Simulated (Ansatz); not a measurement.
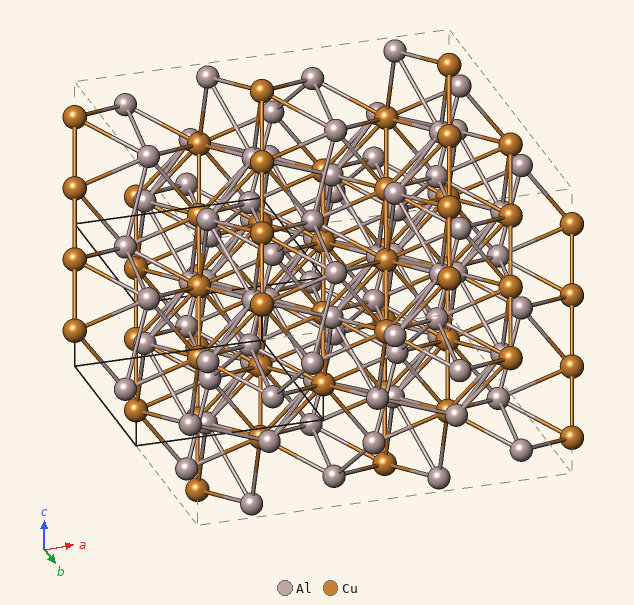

Structure drawing (ball-and-stick), viewed from a general direction. A 2×2×2 array of cells is drawn; the conventional unit cell has the solid edges. Cell: a = 5.998 Å, b = 5.998 Å, c = 4.785 Å, α = 90.00°, β = 90.00°, γ = 90.00°.

Summary of the structure:

The stoichiometry is Al2Cu. The structure has I4/mcm (No. 140) symmetry and a body-centred tetragonal lattice. The cell has 12 atoms, namely 8 Al, 4 Cu. Al is linked to four Cu and three Al (about 2.6 Å to Cu, 2.7 to 2.9 Å to Al). Each Cu has eight Al and two Cu (about 2.6 Å to Al, 2.4 Å to Cu). The bonds build a three-dimensional framework.

Its origin is a structure listed in the Materials Project. Earlier steps of the study may have refined or changed the cell and positions. A calculation with Ansatz used it as input.

At this level of theory the cell isn't at rest (compressed, at 4 GPa), so its distances can differ from those at equilibrium, the more so the softer the solid.
